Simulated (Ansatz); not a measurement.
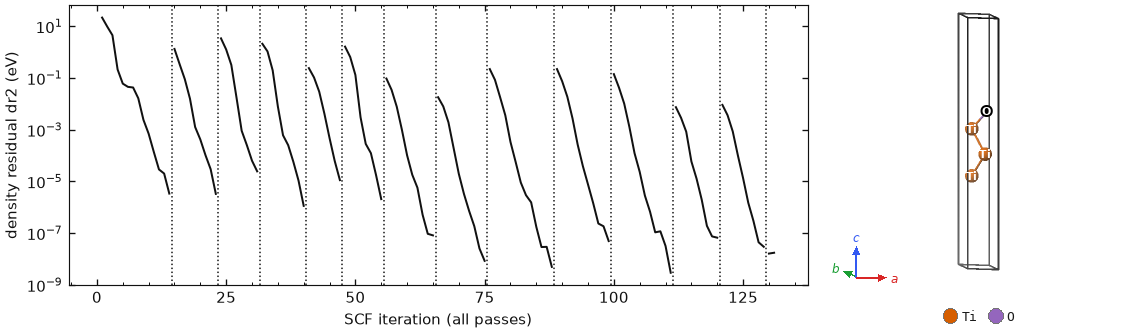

Beside the plot: the structure.

The plot shows the SCF iterations of a calculation: density residual dr2. Each stretch between dotted lines is the SCF of one geometry step of a relaxation. dr2 is the charge part; the magnetisation has a residual of its own.

Ti$_{3}$O (slab, 4 atoms in the cell), run with Ansatz.

```
crystal:
  lattice:
    - [2.9357969418, 0.0, 0.0]
    - [-1.4678984709, 2.542474732, 0.0]
    - [0.0, 0.0, 23.6361929089]
  atoms:
    - { symbol: Ti, position: [0.3333333333, 0.6666666667, 0.3596179821] }
    - { symbol: Ti, position: [0.6666666667, 0.3333333333, 0.4531964174] }
    - { symbol: Ti, position: [0.3333333333, 0.6666666667, 0.5467425937] }
    - { symbol: O, position: [-0.1666666667, -0.3333333333, 0.6195123501] }
basis:
  ecutwfc: 500
kpoints:
  mp_grid: { grid: [12, 12, 1] }
hamiltonian:
  xc: r2scan
scf:
  occupations: { method: gaussian, width: 0.1 }
  max_iter: 60
output:
  forces: true
  eigenvalues: true
relax:
  adjacent_minimum: "off"
  f_tol: 0.03
  max_steps: 70
  constraints: [{ sites: [0] }]
efield:
  axis: 3
  dipole_correction: true
  ramp_width: 0.04
magnetization:
  spin_polarized: true
  initial_magnetization: 1
```

Run as:
```bash
ansatz run input.yaml --threads 2 --pin off --max-ram 5120MiB --backend cpu --events-out ev --progress --plain --runs-dir out
```

Did the calculation converge?

Converged, in 131 iterations in all. There are 14 passes, of 2 to 14 iterations. In pass 1, the residual falls almost steadily, with no more than small rises or pauses. The first pass is the longest because it starts from scratch; later ones start from the previous geometry's density. The relaxation met its thresholds.

Is anything amiss with this input?

The input holds an odd setting (an impossible spin). The SCF closed; whether the result suffers can't be told from this run alone.
